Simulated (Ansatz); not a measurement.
Consider W15S32 (cell charge −2, with a compensating background) (cell with a defect).

```
W S
1.0
     6.31943  -10.94558    0.00000
     6.31943   10.94558    0.00000
     0.00000    0.00000   16.93947
W S
15 32
Direct
  0.41862 0.08767 0.00000
  0.16684 0.08367 0.00000
  0.91906 0.08767 0.00000
  0.66233 0.33138 0.00000
  0.41583 0.33417 0.00000
  0.16834 0.33417 0.00000
  0.91906 0.33138 0.00000
  0.66633 0.58316 0.00000
  0.41583 0.58166 0.00000
  0.16684 0.58316 0.00000
  0.91616 0.58232 0.00000
  0.66233 0.83094 0.00000
  0.41862 0.83094 0.00000
  0.16768 0.83384 0.00000
  0.91616 0.83384 0.00000
  0.83795 0.16898 0.90799
  0.58102 0.16898 0.90799
  0.33229 0.16767 0.90690
  0.08538 0.16767 0.90690
  0.83170 0.41340 0.90804
  0.58233 0.41771 0.90690
  0.33333 0.41667 0.90625
  0.08538 0.41771 0.90690
  0.83336 0.66668 0.90714
  0.58233 0.66462 0.90690
  0.33229 0.66462 0.90690
  0.08332 0.66668 0.90714
  0.83170 0.91830 0.90804
  0.58102 0.91205 0.90799
  0.33660 0.91830 0.90804
  0.08332 0.91664 0.90714
  0.83795 0.16898 0.09201
  0.58102 0.16898 0.09201
  0.33229 0.16767 0.09310
  0.08538 0.16767 0.09310
  0.83170 0.41340 0.09196
  0.58233 0.41771 0.09310
  0.33333 0.41667 0.09375
  0.08538 0.41771 0.09310
  0.83336 0.66668 0.09286
  0.58233 0.66462 0.09310
  0.33229 0.66462 0.09310
  0.08332 0.66668 0.09286
  0.83170 0.91830 0.09196
  0.58102 0.91205 0.09201
  0.33660 0.91830 0.09196
  0.08332 0.91664 0.09286
```

Spin-polarised.

Theory: DFT PBE+D3(BJ), scalar-relativistic, plane waves, PAW in Ansatz 0.2.0.

Question: What can the converged valence pseudo-density and electron localisation function tell about the bonding?

Answer: W–S (2.36 Å): ρ is about 0.7 e/Å³ halfway; the ELF peaks at about 0.85 in the valence shell of S, 0.8 Å from its nucleus, and is about 0.50 at the midpoint.
W–S (2.41 Å): the density is about 0.63 e/Å³ at the midpoint; the ELF peaks at about 0.85 in the valence shell of S, 0.8 Å from its nucleus, and is about 0.50 at the midpoint.

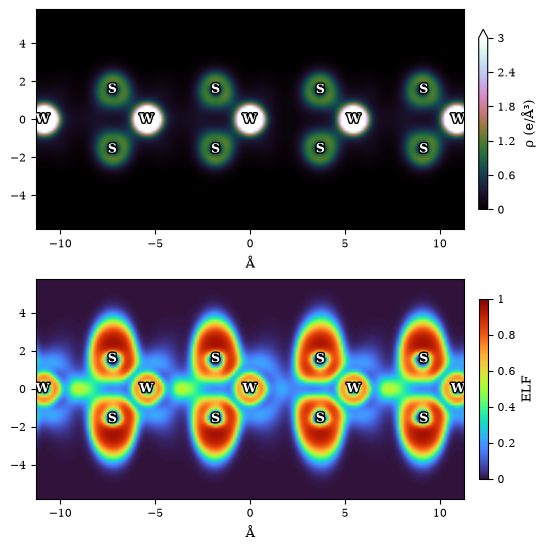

Computed valence pseudo-density and electron localisation function on the (110) plane of the calculation cell, a cut from vacuum to vacuum, in this order. 

In a PAW calculation such maps are meaningful between the atoms, not at the nuclei.
